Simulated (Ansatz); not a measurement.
Single-point calculation of AlN

AlN (F-43m, 2 atoms in the cell), computed with DFT PBE, scalar-relativistic, plane waves, PAW, no spin polarisation (Ansatz 0.2.0).

The structure derives from a Materials Project entry. It belongs to a series of runs on one base structure; here: band edges sought over the zone. Figures and captions count atoms from 1; the log counts them from 0 in places.

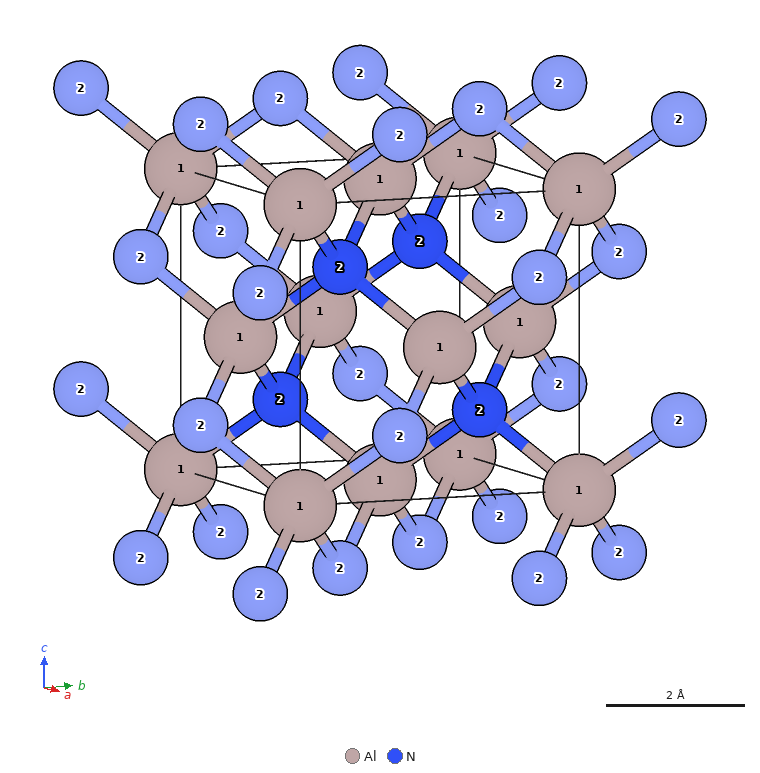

Fig. 1: The input geometry (ball-and-stick view of the cell 4 times as large as that of the calculation, set on its symmetry axes, seen slightly off an axis; neighbours outside the cell are drawn fainter; atoms are numbered from 1 in the order of the input). An atom can appear more than once, as a periodic image. Near neighbours in the periodic cell (some may lie outside the picture): Al has 4 N at 1.91 Å; N has 4 Al at 1.91 Å.

## Results in brief

- outcome: converged
- space group (tolerance 0.01 Å): F-43m (216)
- electrons treated: 8
- free energy: −924.2111 eV
- Fermi energy: 8.378 eV
- gap on the k-point mesh: 3.31 eV
- gap on the band path: 3.31 eV
- pressure: 0.00 GPa
- largest force (length of the vector): under 0.001 eV/Å
- hardware: 4 threads of Intel Xeon @ 2.50GHz (Skylake/Cascade Lake), 32 GiB of memory available, shared host
- wall time: 1.5 s (CPU time 3.9 s)
- peak memory: 0.34 GiB

## Input
```yaml
crystal:
  lattice:
    - [0.0, 2.2015871002, 2.2015871002]
    - [2.2015871002, 0.0, 2.2015871002]
    - [2.2015871002, 2.2015871002, 0.0]
  atoms:
    - { symbol: Al, position: [0.0, 0.0, 0.0] }
    - { symbol: "N", position: [0.75, 0.75, 0.75] }
basis:
  ecutwfc: 420
  xc_grid: 2
kpoints:
  mp_grid: { grid: [10, 10, 10] }
  band_path: { path: [VBM, CBM], npoints: 2 }
hamiltonian:
  xc: pbe
scf:
  occupations: { method: gaussian, width: 0.01 }
output:
  forces: true
  stress: true
  eigenvalues: true
```

Command:
```bash
ansatz run input.yaml --threads 4 --pin off --max-ram 10240MiB --backend cpu --events-out ev --progress --plain --runs-dir out
```

## What the program printed
```
Engine: ansatz 0.2.0, x86_64-unknown-linux-gnu
Pseudopotentials: kind: paw
Pseudopotential: Al, paw, valence charge 3, recommended cutoff 420 eV (normal), Al.paw.azcp
Pseudopotential: N, paw, valence charge 5, recommended cutoff 420 eV (normal), N.paw.azcp
Functional definition: PBE
  parameter kappa = 0.804
  parameter beta = 0.06672455060314922
  exchange = pbe_x(kappa = kappa, mu = beta*pi^2/3)
  correlation = pbe_c(beta = beta)
Crystal: 2 atoms, lattice volume = 21.342 Å³
Basis set: ecut = 420 eV, 411 PW (Γ), exchange–correlation on 48×48×48 points (8 copies of the dense FFT grid, shifted against one another)
Bands: 8, of which v1, the nominal top of the filled ones, is band 4 counted from 1 (3 counted from 0)
Symmetry: 24 space group operations
Space group: F-43m (ITA 216), of the structure as read, at distance tolerance 2.8e-5 Å
k-points: 47 of 1000 (time reversal used)
Non-local potential: Al, projectors of the file, l = 0: 2, l = 1: 2, l = 2: 1
Non-local potential: N, projectors of the file, l = 0: 2, l = 1: 2, l = 2: 1
PAW form: soft (Blöchl's): semilocal exchange-correlation on the pseudo side does not see the compensation charge
PAW one-centre angular grid: Al, 110 points (default); XC on 64 Gauss nodes
PAW one-centre angular grid: N, 110 points (default); XC on 64 Gauss nodes
Initial density: superposition of atomic densities (neutral atoms: chi_scale 0, normalization atom), corrected by the library's trained network
Initial wavefunctions: pseudopotential atomic-orbital guess
Functional: x = pbe(κ = 0.804, μ = 0.2195149727645171), c = pbe(β = 0.06672455060314922)
SCF iter   1: F=—  HF=-924.210912 eV  |F-HF|=—  |Δ(HF+E_count)|=         —  Δρ=7.07e-4  dr2=3.75e-5  ethr=1.77e-3  ⟨swp⟩=5.0  Hψ=2789  notcnv=0
preconditioner: auto → none  [insulator: Δε(μ)=3.314 eV  Ē_g=15.171 eV  σ=0.010 eV  W_gap=1.00  n_scr=0 (ndim 8)  ℏωp=22.7 eV  f_vac=0.000  D(μ)=0.00/eV (n_scr^D=0)  ε∞_Penn≈3.2]
SCF iter   2: F=—  HF=-924.211061 eV  |F-HF|=—  |Δ(HF+E_count)|=   1.48e-4  Δρ=3.38e-4  dr2=8.65e-6  ethr=4.69e-7  ⟨swp⟩=2.0  Hψ=1127  notcnv=0
SCF iter   3: F=—  HF=-924.211095 eV  |F-HF|=—  |Δ(HF+E_count)|=   3.48e-5  Δρ=1.77e-4  dr2=4.58e-6  ethr=1.08e-7  ⟨swp⟩=2.0  Hψ=564  notcnv=0
iter 4 did not close the SCF: its close was put off for the readings that it lacked (scf_convergence_deferred on its scf_iter line)
SCF iter   4: F=-924.211096 eV  HF=-924.211096 eV  |F-HF|=1.27e-7  |Δ(HF+E_count)|=   9.36e-7  Δρ=2.17e-5  dr2=3.01e-8  ethr=5.73e-8  ⟨swp⟩=2.5  Hψ=543  notcnv=0
iter 5 did not close the SCF: its close was put off for the readings that it lacked (scf_convergence_deferred on its scf_iter line)
SCF iter   5: F=-924.211096 eV  HF=-924.211096 eV  |F-HF|=1.91e-9  |Δ(HF+E_count)|=   1.32e-7  Δρ=3.30e-6  dr2=8.18e-10  ethr=3.76e-10  ⟨swp⟩=2.1  Hψ=544  notcnv=0
SCF iter   6: F=-924.211096 eV  HF=-924.211096 eV  |F-HF|=9.32e-12  |Δ(HF+E_count)|=   2.17e-9  Δρ=2.64e-7  dr2=6.32e-12  ethr=1.02e-11  ⟨swp⟩=1.1  Hψ=1128  notcnv=0
SCF 1 converged in 6 iterations: F = -924.211096 eV  dr2 = 6.32e-12
  greatest PAW one-centre occupation: 0.787 electrons in one spin orbital (limit 2), on the N atom at site 1 (counted from 0), in its partial waves of l = 0
```

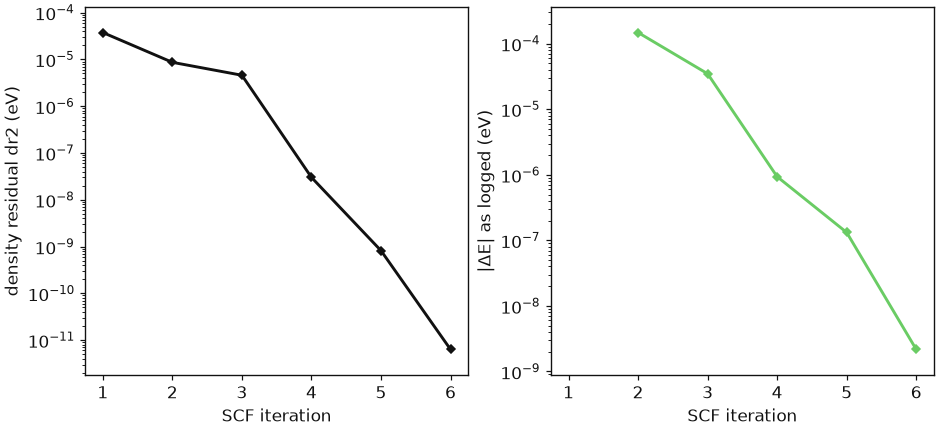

Fig. 2: Convergence of the self-consistent field: density residual dr2 and size of the energy change against the SCF iteration. The residual falls at every step.

```
NSCF: frozen V_eff on 16 k-points
NSCF: frozen V_eff on 16 k-points
NSCF: frozen V_eff on 16 k-points
NSCF: frozen V_eff on 16 k-points
NSCF: frozen V_eff on 6 k-points
NSCF: frozen V_eff on 11 k-points
NSCF: frozen V_eff on 11 k-points
NSCF: frozen V_eff on 9 k-points
NSCF: frozen V_eff on 5 k-points
NSCF: frozen V_eff on 6 k-points
NSCF: frozen V_eff on 4 k-points
NSCF: frozen V_eff on 2 k-points
NSCF: frozen V_eff on 6 k-points
NSCF: frozen V_eff on 4 k-points
NSCF: frozen V_eff on 2 k-points
NSCF: frozen V_eff on 5 k-points
NSCF: frozen V_eff on 2 k-points
NSCF: frozen V_eff on 3 k-points
SCF converged after 6 iterations
Free energy (F): -924.211096 eV
Harris-Foulkes:  -924.211096 eV  (|F-HF|=9.32e-12)
Internal energy: -924.211096 eV  (E = F + TS)
E sigma→0 (E₀):  -924.211096 eV
Fermi energy:    8.377762 eV
--- Per-component energies (eV) ---
  E_band       = 13.738862
  E_kinetic    = 158.448266
  E_local      = -224.998531  (includes V_loc(G=0)·N_el)
  E_nonlocal   = 55.302834
  E_hartree    = 77.847065
  E_xc         = -101.543513
  E_vxc        = -107.579521  (∫ρ·V_xc dr)
  E_paw        = -595.034006  (= ΣΔE_a)
  E_vpaw       = -23.128419  (= ΣTr[D̂ρ^β])
  E_aug_tail   = 0.000097  (compensation charges beyond the density's cutoff)
  E_ewald      = -294.233307
  E_smearing   = -0.000000  (= −TS)
  E_closure    = 0.000000  (closes the sum)
  Σ components = -924.211096   (vs F -924.211096, Δ=0.00e0)
--- Forces (eV/Å), atoms counted from 1 ---
  atom   1  Al    -0.00000000     0.00000000    -0.00000000
  atom   2  N      0.00000000    -0.00000000    -0.00000000
  max |Σ_I F_I| component: 1.94e-16 eV/Å
--- Stress (GPa, compression-positive) ---
        0.002748      -0.000000      -0.000000
        0.000000       0.002748       0.000000
       -0.000000       0.000000       0.002748
  P = ⅓ Tr σ = 0.0027 GPa (0.027 kbar)
--- Band table (eV; the first three rows and the last of 47) ---
  k-point 0: bands = ["-8.1089", "6.7217", "6.7217", "6.7217", "10.6973", "19.0665", "19.0665", "19.0665"]
  k-point 1: bands = ["-7.9669", "5.9106", "6.6707", "6.6707", "11.3662", "18.6775", "19.1959", "19.1959"]
  k-point 2: bands = ["-7.5633", "4.3288", "6.5435", "6.5435", "12.4943", "17.8809", "19.1367", "19.1367"]
  k-point 46: bands = ["-5.4762", "2.7052", "3.6895", "4.1584", "12.3894", "17.4062", "18.8635", "19.0573"]
```

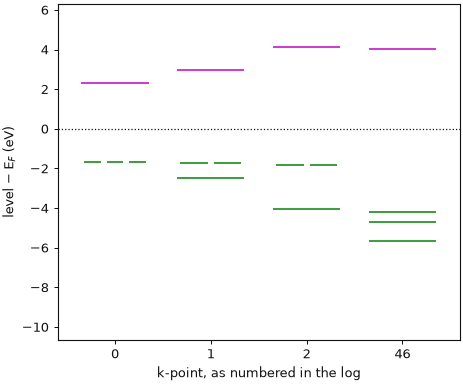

Fig. 3: Kohn–Sham levels near the Fermi level (dotted) at the few k-points that the log prints; levels within 0.02 eV of each other stand side by side. Among these points the highest filled and lowest empty levels are 3.98 eV apart; the gap on the full mesh, 3.31 eV, has an edge at a point that isn't printed.
